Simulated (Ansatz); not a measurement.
## MoS2: 6 runs along one coordinate

System: MoS2 (Cm, 6 atoms in the cell).
Method: DFT PBE, scalar-relativistic, plane waves, PAW, PAW set soft_1, no spin polarisation (Ansatz 0.2.0).

The 6 runs differ only in the geometry, by a shift of atoms along one path in a fixed cell. The shift s is measured from run 4: S3 moves along the Cartesian direction (−1.00, 0.00, 0.00), and S4, S5 and S6 with it in fixed proportion. The structure derives from a Materials Project entry.

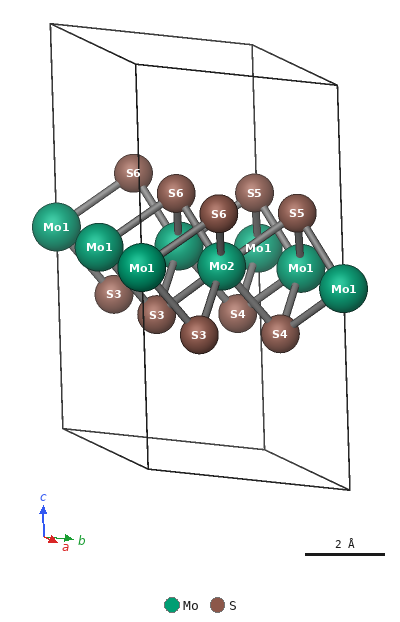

Figure 1. The structure of run 4 (ball-and-stick view of the 2 × 1 repeat of the cell, with the vacuum cut short, seen slightly off an axis; atoms are numbered from 1 in the order of the input).

**Input of run 4**
```yaml
crystal:
  lattice:
    - [-3.1846304049, 0.0, 0.0]
    - [0.0, 5.5159416646, 0.0]
    - [1.5923152025, -2.7579708323, -17.3349242269]
  atoms:
    - { symbol: Mo, position: [0.9993565327, -0.0006434673, -0.0012869347] }
    - { symbol: Mo, position: [0.5006434673, 0.5006434673, 0.0012869347] }
    - { symbol: S, position: [0.9669112867, 0.2819187308, 0.9089531254] }
    - { symbol: S, position: [0.4429356225, 0.794594845, 0.910740693] }
    - { symbol: S, position: [0.5579581612, 0.8729656053, 0.0910468746] }
    - { symbol: S, position: [0.0321949296, 0.3838541521, 0.089259307] }
basis:
  ecutwfc: 420
kpoints:
  mp_grid: { grid: [8, 8, 8] }
hamiltonian:
  xc: pbe
  pseudopotentials: { kind: paw, azcp: { folder: soft_1 } }
scf:
  occupations: { method: gaussian, width: 0.05 }
output:
  forces: true
  stress: true
  eigenvalues: true
```

Command:
```bash
ansatz run input.yaml --threads 4 --pin off --max-ram 8192MiB --backend cpu --events-out ev --progress --plain --runs-dir out
```

Run 2 differs from it as follows:
```diff
-    - { symbol: S, position: [0.9669112867, 0.2819187308, 0.9089531254] }
-    - { symbol: S, position: [0.4429356225, 0.794594845, 0.910740693] }
-    - { symbol: S, position: [0.5579581612, 0.8729656053, 0.0910468746] }
-    - { symbol: S, position: [0.0321949296, 0.3838541521, 0.089259307] }
+    - { symbol: S, position: [0.9586214707, 0.2819187308, 0.9089531254] }
+    - { symbol: S, position: [0.4512254385, 0.794594845, 0.910740693] }
+    - { symbol: S, position: [0.5496683453, 0.8729656053, 0.0910468746] }
+    - { symbol: S, position: [0.0404847455, 0.3838541521, 0.089259307] }
```

**Results, with one run withheld**

```tsv
run	shift s of S3 (Å)	free energy per atom, from the lowest run given (meV)	pressure (GPa)	gap on the mesh (eV)	force along the path (eV/Å)
1	−0.0396	0.00	0.10	1.70	0.000
2	−0.0264	?	?	?	?
3	−0.0132	2.43	0.12	1.70	−1.106
4	0.0000	5.47	0.14	1.70	−1.657
5	0.0132	9.72	0.17	1.70	−2.207
6	0.0264	15.18	0.21	1.71	−2.756
```

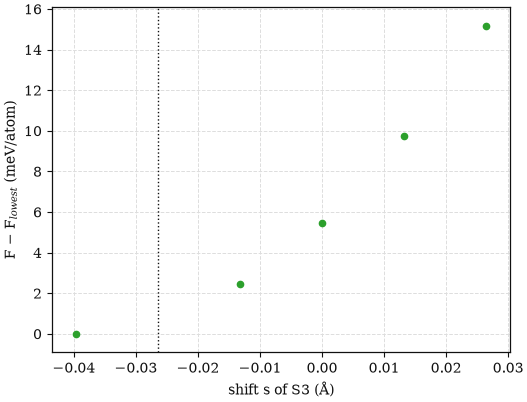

Figure 2. Free energy per atom of the runs given; the dotted line marks run 2.

What should run 2 give?

A cubic polynomial in the coordinate, fitted to the 5 runs given, misses them by under 0.01 meV per atom. With x = s + 0.0026, it reads F = 4.7749 + 258.1 x + 3479.1 x² − 232.43 x³ (meV per atom). At run 2 it gives 0.61 meV per atom, and the run itself gives 0.61. The slope of the fit gives a force −dF/ds of −0.553 eV/Å along the path (summed over the atoms that move), and the printed forces give −0.553 eV/Å. The fit has no minimum inside this range.

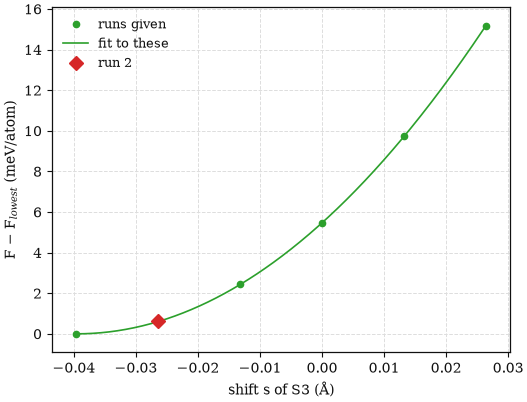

Figure 3. The fit and the withheld run.

**Output, shortened to warnings, some set-up lines, iterations and results (run 2)**
```
Basis set: ecut = 420 eV, 6009 PW (Γ), exchange–correlation on 48×80×240 points (8 copies of the dense FFT grid, shifted against one another)
Symmetry: 2 space group operations
k-points: 150 of 512 (time reversal used)
Initial density: superposition of atomic densities (neutral atoms: chi_scale 0, normalization atom)
[...]
SCF iter   1: F=—  HF=-13528.624234 eV  |F-HF|=—  |Δ(HF+E_count)|=         —  Δρ=5.31e-2  dr2=1.35e1  ethr=3.10e-3  ⟨swp⟩=10.7  Hψ=30196  notcnv=0
SCF iter   2: F=—  HF=-13526.790379 eV  |F-HF|=—  |Δ(HF+E_count)|=    1.83e0  Δρ=3.14e-2  dr2=8.73e0  ethr=3.10e-3  ⟨swp⟩=4.0  Hψ=13846  notcnv=0  defer=259
SCF iter   3: F=—  HF=-13525.737682 eV  |F-HF|=—  |Δ(HF+E_count)|=    1.05e0  Δρ=1.30e-2  dr2=4.70e-1  ethr=3.10e-3  ⟨swp⟩=3.7  Hψ=11536  notcnv=0  defer=259
SCF iter   4: F=—  HF=-13525.637970 eV  |F-HF|=—  |Δ(HF+E_count)|=   9.97e-2  Δρ=3.52e-3  dr2=7.01e-2  ethr=9.04e-4  ⟨swp⟩=2.3  Hψ=7716  notcnv=0  defer=113
SCF iter   5: F=—  HF=-13525.630801 eV  |F-HF|=—  |Δ(HF+E_count)|=   7.17e-3  Δρ=9.15e-4  dr2=4.21e-3  ethr=1.35e-4  ⟨swp⟩=2.2  Hψ=7700  notcnv=0  defer=150
SCF iter   6: F=—  HF=-13525.630202 eV  |F-HF|=—  |Δ(HF+E_count)|=   5.99e-4  Δρ=2.52e-4  dr2=3.41e-4  ethr=8.09e-6  ⟨swp⟩=2.2  Hψ=7452  notcnv=0
SCF iter   7: F=—  HF=-13525.630201 eV  |F-HF|=—  |Δ(HF+E_count)|=   7.74e-7  Δρ=1.26e-4  dr2=9.53e-5  ethr=6.55e-7  ⟨swp⟩=2.3  Hψ=8595  notcnv=0
SCF iter   8: F=—  HF=-13525.630198 eV  |F-HF|=—  |Δ(HF+E_count)|=   3.61e-6  Δρ=5.65e-5  dr2=1.86e-5  ethr=1.83e-7  ⟨swp⟩=2.2  Hψ=6185  notcnv=0
SCF iter   9: F=—  HF=-13525.630195 eV  |F-HF|=—  |Δ(HF+E_count)|=   2.94e-6  Δρ=1.14e-5  dr2=8.45e-7  ethr=3.57e-8  ⟨swp⟩=2.3  Hψ=6984  notcnv=0
SCF iter  10: F=-13525.630194 eV  HF=-13525.630194 eV  |F-HF|=1.42e-8  |Δ(HF+E_count)|=   1.27e-7  Δρ=1.82e-6  dr2=2.17e-8  ethr=1.92e-10  ⟨swp⟩=5.5  Hψ=26146  notcnv=0
SCF 1 converged in 10 iterations: F = -13525.630194 eV  dr2 = 2.17e-8
SCF converged after 10 iterations
Free energy (F): -13525.630194 eV
Harris-Foulkes:  -13525.630194 eV  (|F-HF|=1.42e-8)
Internal energy: -13525.630194 eV  (E = F + TS)
E sigma→0 (E₀):  -13525.630194 eV
Fermi energy:    0.605467 eV
--- Per-component energies (eV) ---
  E_band       = -856.234551
  E_kinetic    = 1266.375036
  E_local      = -26037.836237  (includes V_loc(G=0)·N_el)
  E_nonlocal   = 433.554496
  E_hartree    = 12304.353885
  E_xc         = -707.971360
  E_vxc        = -770.168289  (∫ρ·V_xc dr)
  E_paw        = -8857.072546  (= ΣΔE_a)
  E_vpaw       = -356.846805  (= ΣTr[D̂ρ^β])
  E_aug_tail   = 0.000091  (compensation charges beyond the density's cutoff)
  E_ewald      = 8072.966441
  E_smearing   = -0.000000  (= −TS)
  E_closure    = 0.000000  (closes the sum)
  Σ components = -13525.630194   (vs F -13525.630194, Δ=0.00e0)
--- Forces (eV/Å), atoms counted from 1 ---
  atom   1  Mo     0.02874427     0.02506555    -1.10612203
  atom   2  Mo     0.02874427     0.02506555     1.10612203
  atom   3  S      0.12389523     0.52571752    -0.21085956
  atom   4  S     -0.15263948    -0.55078230     0.30287645
  atom   5  S      0.12389523     0.52571752     0.21085956
  atom   6  S     -0.15263948    -0.55078230    -0.30287645
  max |Σ_I F_I| component: 1.55e-6 eV/Å
--- Stress (GPa, compression-positive) ---
        0.126364       0.027160       0.000000
        0.027160       0.076320       0.000000
        0.000000       0.000000       0.117015
  P = ⅓ Tr σ = 0.1066 GPa (1.066 kbar)
```
